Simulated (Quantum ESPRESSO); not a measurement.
# HfN: single-point calculation (part 2 of 2)

Continued. System: HfN (Fm-3m, 2 atoms in the cell). Method: Kohn-Sham DFT of a periodic cell, PBE, DFT+U, SSSP 1.3 efficiency PBE, no spin polarisation (Quantum ESPRESSO 7.5); cutoff 816.34 eV, 10×10×10 k-mesh, fermi-dirac of 0.05 eV. The structure derives from an entry of the Crystallography Open Database.

Geometry of the input (Å; fractional positions):
```
0.0000  2.2560  2.2560
2.2560  0.0000  2.2560
2.2560  2.2560  0.0000
Hf 0.0000  0.0000  0.0000
N  0.5000  0.5000  0.5000
```

**Output, continued**
```
     =================== HUBBARD OCCUPATIONS ===================
     ------------------------ ATOM    1 ------------------------
     Tr[ns(  1)] =   5.50335
     eigenvalues:
       0.533  0.533  0.533  0.577  0.577
     eigenvectors (columns):
       0.000 -0.000  0.000 -0.082 -0.997
       0.224 -0.287  0.931  0.000  0.000
       0.682  0.729  0.061  0.000  0.000
      -0.000  0.000 -0.000  0.997 -0.082
      -0.697  0.621  0.359 -0.000 -0.000
     occupation matrix ns (before diag.):
       0.577 -0.000 -0.000  0.000  0.000
      -0.000  0.533 -0.000  0.000  0.000
      -0.000 -0.000  0.533  0.000  0.000
       0.000  0.000  0.000  0.577 -0.000
       0.000  0.000  0.000 -0.000  0.533

     Number of occupied Hubbard levels =    5.5033

          k = 0.0000 0.0000 0.0000 (  1243 PWs)   bands (ev):

   -43.8050 -12.1946 -12.1946 -12.1946   1.2061  15.6961  15.6961  15.6961
    18.3473  18.3473  18.3473  20.5552  20.5552  20.5962  28.3979  43.4312
    43.4312  43.4312

          k = 0.0707 0.0707-0.0707 (  1239 PWs)   bands (ev):

   -43.7998 -12.2983 -12.2033 -12.2033   1.4332  14.7662  15.1069  15.1069
    18.5909  18.6830  18.6830  21.2841  21.3267  21.3267  29.1554  40.4855
    41.7165  41.7165

          k = 0.1414 0.1414-0.1414 (  1215 PWs)   bands (ev):

   -43.7922 -12.5578 -12.2257 -12.2257   2.0336  13.0577  14.0409  14.0409
    19.0076  19.5203  19.5203  22.7104  23.0367  23.0367  30.9745  37.2405
    38.6348  38.6348

          k = 0.2121 0.2121-0.2121 (  1221 PWs)   bands (ev):

   -43.7911 -12.8598 -12.2527 -12.2527   2.8311  11.3808  13.1066  13.1066
    19.7578  20.7043  20.7043  23.9325  24.9786  24.9786  31.8381  35.3899
    35.3899  36.4479

          k = 0.2828 0.2828-0.2828 (  1209 PWs)   bands (ev):

   -43.7933 -13.0918 -12.2739 -12.2739   3.5920  10.0815  12.5000  12.5000
    20.9400  21.9210  21.9210  24.0343  26.7061  26.7061  31.1332  32.6551
    32.6551  38.6721

          k =-0.3536-0.3536 0.3536 (  1194 PWs)   bands (ev):

   -43.7942 -13.1775 -12.2819 -12.2819   3.9383   9.5554  12.2914  12.2914
    21.9907  22.4966  22.4966  23.2799  27.5684  27.5684  31.0038  31.3688
    31.3688  39.8873

          k = 0.1414-0.0000 0.0000 (  1231 PWs)   bands (ev):

   -43.7994 -12.2925 -12.2260 -12.2260   1.4853  14.1125  15.3325  15.3325
    17.8298  19.2277  19.2277  20.7309  20.7903  22.6525  29.3928  40.4729
    40.4729  42.2040

          k = 0.2121 0.0707-0.0707 (  1221 PWs)   bands (ev):

   -43.7947 -12.4853 -12.2596 -12.2416   1.8963  12.9321  14.4901  14.7034
    17.8336  19.9713  20.0637  21.6673  21.6689  24.3353  30.8684  37.3732
    38.2492  40.7822

          k = 0.2828 0.1414-0.1414 (  1223 PWs)   bands (ev):

   -43.7907 -12.7663 -12.2909 -12.2695   2.5379  11.7228  13.3633  13.7773
    18.4351  20.9206  21.1494  23.1200  23.4172  25.9030  32.1444  35.0256
    35.4844  38.6263

          k = 0.3536 0.2121-0.2121 (  1219 PWs)   bands (ev):

   -43.7868 -13.0159 -12.3087 -12.3081   3.2231  10.6087  12.6515  12.9855
    19.4795  22.0113  22.2470  24.0890  25.3237  27.0397  30.9917  33.0426
    34.0876  38.6555

          k =-0.2828-0.4243 0.4243 (  1212 PWs)   bands (ev):

   -43.7833 -13.1469 -12.3436 -12.3052   3.6765   9.9264  12.4290  12.5038
    20.8733  22.1928  22.6332  24.3635  27.0187  27.5678  30.2323  31.7761
    32.4004  40.0828

          k =-0.2121-0.3536 0.3536 (  1206 PWs)   bands (ev):

   -43.7834 -13.1192 -12.3599 -12.2835   3.6087  10.0321  12.4007  12.6358
    21.0112  21.9182  22.1651  24.4382  26.6229  27.5286  30.5162  32.1658
    32.6568  39.6892

          k =-0.1414-0.2828 0.2828 (  1216 PWs)   bands (ev):

   -43.7865 -12.9420 -12.3501 -12.2508   3.0673  10.8986  12.6905  13.2090
    19.8657  20.6762  22.1614  23.5421  25.3638  26.5140  31.4486  33.3435
    35.3547  37.9975

          k =-0.0707-0.2121 0.2121 (  1220 PWs)   bands (ev):

   -43.7900 -12.6755 -12.3152 -12.2191   2.3658  12.2024  13.3407  14.0445
    19.1623  19.5328  21.0242  21.9867  24.1912  24.7808  31.9572  34.6414
    38.1039  38.7901

          k = 0.0000-0.1414 0.1414 (  1233 PWs)   bands (ev):

   -43.7949 -12.4265 -12.2596 -12.2007   1.7615  13.6294  14.2439  14.8783
    18.7627  18.8066  19.7571  20.9513  22.6900  22.8959  30.2701  37.7359
    39.8607  42.2007

          k = 0.2828-0.0000 0.0000 (  1219 PWs)   bands (ev):

   -43.7979 -12.5294 -12.3069 -12.3069   1.9768  12.2858  14.9268  14.9268
    16.7425  21.0322  21.0322  21.2189  21.4026  25.8241  31.8712  37.3254
    37.3254  37.3420

          k = 0.3536 0.0707-0.0707 (  1228 PWs)   bands (ev):

   -43.7952 -12.7201 -12.3491 -12.3487   2.2502  11.7652  14.1666  14.4920
    16.8536  21.8084  21.8905  22.3580  22.3835  27.0188  33.0349  34.2569
    35.5627  37.5030

          k = 0.4243 0.1414-0.1414 (  1218 PWs)   bands (ev):

   -43.7817 -12.9274 -12.4105 -12.3709   2.6476  11.3585  13.1890  13.7555
    17.6730  22.7139  22.8017  23.7032  23.9089  27.6378  30.7016  33.6779
    34.6109  38.8128

          k =-0.2121-0.4950 0.4950 (  1217 PWs)   bands (ev):

   -43.7646 -13.0579 -12.4859 -12.3648   3.0397  10.9077  12.7663  13.0939
    18.9411  22.4965  23.0224  24.9928  25.7748  27.8743  29.3081  32.7315
    33.5687  40.1789

          k =-0.1414-0.4243 0.4243 (  1211 PWs)   bands (ev):

   -43.7583 -13.0721 -12.5385 -12.3328   3.2500  10.6051  12.6833  12.8620
    20.5148  21.4814  22.2661  24.8115  27.2727  27.8370  29.6603  32.2324
    33.3115  40.1377

          k =-0.0707-0.3536 0.3536 (  1205 PWs)   bands (ev):

   -43.7676 -12.9773 -12.5316 -12.2862   3.1525  10.7447  12.5906  13.2186
    20.4431  21.1069  21.9932  23.4457  26.7729  27.4930  30.5135  32.5142
    35.3554  39.8082

          k = 0.0000-0.2828 0.2828 (  1207 PWs)   bands (ev):

   -43.7819 -12.8234 -12.4473 -12.2425   2.7968  11.3342  12.8232  13.6827
    19.7912  20.1005  21.9295  22.4571  25.3670  26.4480  31.9564  32.8971
    37.9722  38.8565

          k = 0.4243 0.0000-0.0000 (  1226 PWs)   bands (ev):

   -43.7973 -12.7883 -12.4043 -12.4043   2.0653  11.8731  14.8369  14.8369
    15.6978  21.8902  22.3862  22.8874  22.8874  27.7423  32.5941  35.0367
    35.2420  35.2420

          k = 0.4950 0.0707-0.0707 (  1216 PWs)   bands (ev):

   -43.7842 -12.9047 -12.4703 -12.4366   2.0827  12.0983  14.0345  14.5524
    16.1722  22.7585  23.2671  23.5540  23.5639  27.9260  30.2130  34.3856
    34.6290  37.4739

          k =-0.1414-0.5657 0.5657 (  1214 PWs)   bands (ev):

   -43.7589 -12.9671 -12.5919 -12.4353   2.3160  12.1671  13.2101  13.9137
    17.2217  23.0883  23.5836  24.3752  24.8017  27.7754  29.0178  33.9085
    33.9705  39.2616

          k =-0.0707-0.4950 0.4950 (  1213 PWs)   bands (ev):

   -43.7408 -12.9475 -12.7252 -12.4005   2.6744  11.6438  13.0660  13.2682
    18.6877  22.1854  22.9088  24.7213  26.1076  28.3158  29.7743  32.1820
    34.4042  38.9583

          k =-0.0000-0.4243 0.4243 (  1208 PWs)   bands (ev):

   -43.7454 -12.9495 -12.7087 -12.3439   3.0040  11.0403  12.7982  13.1418
    20.4609  21.2879  21.9294  23.7874  27.3516  29.0554  29.6679  31.5615
    35.2113  38.4529

          k = 0.5657-0.0000 0.0000 (  1218 PWs)   bands (ev):

   -43.7819 -12.9567 -12.4809 -12.4809   1.7464  12.6997  14.9510  14.9510
    14.9921  22.5068  23.5577  24.0620  24.0620  27.6046  29.0569  34.7423
    34.7423  37.9892

          k =-0.0707-0.6364 0.6364 (  1213 PWs)   bands (ev):

   -43.7662 -12.9796 -12.5540 -12.4895   1.7615  13.0849  13.9286  14.6918
    15.8988  23.2273  23.8720  24.1335  24.4030  27.1358  28.4748  34.5392
    34.8184  39.1563

          k = 0.0000-0.5657 0.5657 (  1214 PWs)   bands (ev):

   -43.7462 -12.9274 -12.7058 -12.4597   2.1131  12.8091  13.2021  14.0136
    17.0804  23.0974  23.6508  24.5951  24.7845  27.3099  29.3316  33.3639
    35.0126  38.4244

          k =-0.7071 0.0000 0.0000 (  1234 PWs)   bands (ev):

   -43.7715 -13.0059 -12.5096 -12.5096   1.5543  13.3283  14.7456  15.0316
    15.0316  22.7650  24.1973  24.3723  24.3723  26.8904  27.8413  35.0298
    35.0298  39.2714

          k = 0.2828 0.1414 0.0000 (  1224 PWs)   bands (ev):

   -43.7924 -12.6459 -12.3462 -12.2545   2.2612  12.0592  13.8407  14.3200
    17.8699  20.6920  21.3198  21.5080  23.1444  25.8652  32.3121  34.4226
    37.6877  38.9348

          k = 0.3536 0.2121-0.0707 (  1222 PWs)   bands (ev):

   -43.7840 -12.8623 -12.4184 -12.2841   2.7471  11.2914  13.0484  13.6610
    18.5033  21.4534  22.3229  22.7502  24.6515  27.0448  31.6347  33.3123
    36.1019  38.6544

          k =-0.2828-0.4243 0.5657 (  1218 PWs)   bands (ev):

   -43.7714 -13.0401 -12.4559 -12.3216   3.1827  10.6711  12.6404  13.0640
    19.5201  22.2287  22.3932  24.2440  26.0982  27.7036  30.1276  32.5165
    34.0984  40.0566

          k =-0.2121-0.3536 0.4950 (  1212 PWs)   bands (ev):

   -43.7650 -13.1069 -12.4661 -12.3395   3.3633  10.4155  12.6675  12.6981
    20.6917  21.1651  22.8965  25.0801  26.9165  27.6757  29.7119  32.4945
    32.5494  40.3669

          k = 0.4243 0.1414-0.0000 (  1224 PWs)   bands (ev):

   -43.7866 -12.8471 -12.4504 -12.3681   2.3623  11.6684  13.8499  14.0112
    17.0700  22.2573  22.6767  22.9939  23.6756  27.7306  31.3979  33.7163
    35.7500  37.0900

          k =-0.2121-0.4950 0.6364 (  1216 PWs)   bands (ev):

   -43.7651 -12.9560 -12.5383 -12.4067   2.5791  11.6316  13.1484  13.5805
    17.9071  22.5495  23.2766  23.5885  25.3691  28.0859  29.6087  33.0888
    34.7529  38.9350

          k =-0.1414-0.4243 0.5657 (  1212 PWs)   bands (ev):

   -43.7463 -13.0002 -12.6180 -12.4154   2.8129  11.3889  12.9510  13.1614
    19.1302  21.4433  23.4730  24.8210  25.9840  28.5615  29.3333  32.7032
    33.6466  39.6289

          k =-0.0707-0.3536 0.4950 (  1212 PWs)   bands (ev):

   -43.7467 -12.9830 -12.6463 -12.3799   2.9480  11.1454  12.8539  13.1140
    20.1709  20.7447  22.9522  24.1334  26.7877  28.9300  29.5529  31.9776
    34.4117  39.1268

          k = 0.0000-0.2828 0.4243 (  1220 PWs)   bands (ev):

   -43.7650 -12.9359 -12.5687 -12.3254   2.9160  11.1065  12.8110  13.3766
    19.2219  22.0497  22.1806  23.1404  26.2917  27.9159  30.3037  32.6311
    35.7504  38.7933

          k =-0.1414-0.5657 0.7071 (  1221 PWs)   bands (ev):

   -43.7673 -12.9504 -12.5323 -12.4862   2.0385  12.5303  13.8614  14.0018
    16.6429  22.9993  23.3987  24.0009  24.6147  27.7153  29.1244  33.8376
    34.7663  38.6951

          k =-0.0707-0.4950 0.6364 (  1203 PWs)   bands (ev):

   -43.7443 -12.9269 -12.6635 -12.4975   2.2394  12.6042  13.2124  13.6501
    17.6341  22.2770  24.0531  24.0987  25.2693  27.7997  29.5117  33.1472
    34.6562  39.0179

          k = 0.0000-0.4243 0.5657 (  1203 PWs)   bands (ev):

   -43.7340 -12.8450 -12.8154 -12.4507   2.5897  11.8852  13.1364  13.2497
    19.0113  21.1696  23.6279  24.4001  25.7173  28.8513  30.6932  31.3906
    34.7578  38.3702

          k =-0.7071 0.1414 0.0000 (  1210 PWs)   bands (ev):

   -43.7558 -12.9669 -12.5629 -12.5415   1.8414  13.2596  13.8087  13.9984
    16.5342  23.2652  23.4352  24.3781  24.8244  27.0655  28.7064  34.1469
    35.0511  38.8479

          k =-0.1414-0.4243 0.7071 (  1219 PWs)   bands (ev):

   -43.7421 -12.9226 -12.6633 -12.4777   2.5625  11.9260  13.1168  13.2888
    18.7912  21.3313  23.7864  23.8349  25.9775  28.6624  29.8639  32.2801
    34.6170  38.9184

          k =-0.0707-0.3536 0.6364 (  1212 PWs)   bands (ev):

   -43.7313 -12.8725 -12.7353 -12.5189   2.5645  12.0180  13.1319  13.1951
    19.8924  19.9820  24.0942  24.3895  25.3002  29.2527  30.5460  31.7875
    34.2655  38.9951

          k =-0.7071 0.2828 0.0000 (  1212 PWs)   bands (ev):

   -43.7312 -12.8542 -12.6984 -12.5912   2.3473  12.6219  13.1645  13.2787
    18.6570  21.0491  24.0541  24.3875  25.0542  28.7439  30.4051  32.3435
    34.5972  38.6150

     the Fermi energy is    18.7420 ev

!    total energy              =    -132.72349617 Ry
     estimated scf accuracy    <          2.8E-11 Ry
     smearing contrib. (-TS)   =      -0.00046610 Ry
     internal energy E=F+TS    =    -132.72303007 Ry

     The total energy is F=E-TS. E is the sum of the following terms:
     one-electron contribution =      -6.45550662 Ry
     hartree contribution      =      13.58965762 Ry
     xc contribution           =     -34.18990740 Ry
     ewald contribution        =    -106.21187537 Ry
     Hubbard energy            =       0.54460171 Ry

     convergence has been achieved in  13 iterations

     Forces acting on atoms (cartesian axes, Ry/au):

     atom    1 type  1   force =     0.00000000   -0.00000000    0.00000000
     atom    2 type  2   force =    -0.00000000   -0.00000000    0.00000000

     Total force =     0.000000     Total SCF correction =     0.000000

     Computing stress (Cartesian axis) and pressure

          total   stress  (Ry/bohr**3)                   (kbar)     P=       -1.37
  -0.00000933   0.00000000   0.00000000           -1.37        0.00        0.00
   0.00000000  -0.00000933   0.00000000            0.00       -1.37        0.00
   0.00000000   0.00000000  -0.00000933            0.00        0.00       -1.37

=------------------------------------------------------------------------------=
   JOB DONE.
=------------------------------------------------------------------------------=
```

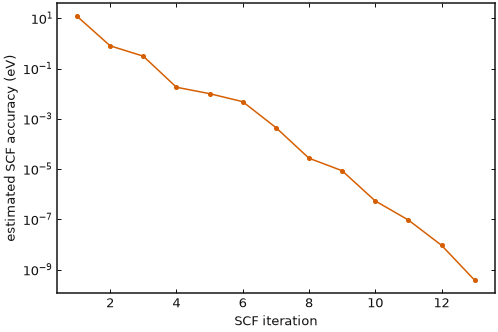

*Convergence of the self-consistent field: estimated SCF accuracy against the iteration.*

The field takes 13 iterations in all.
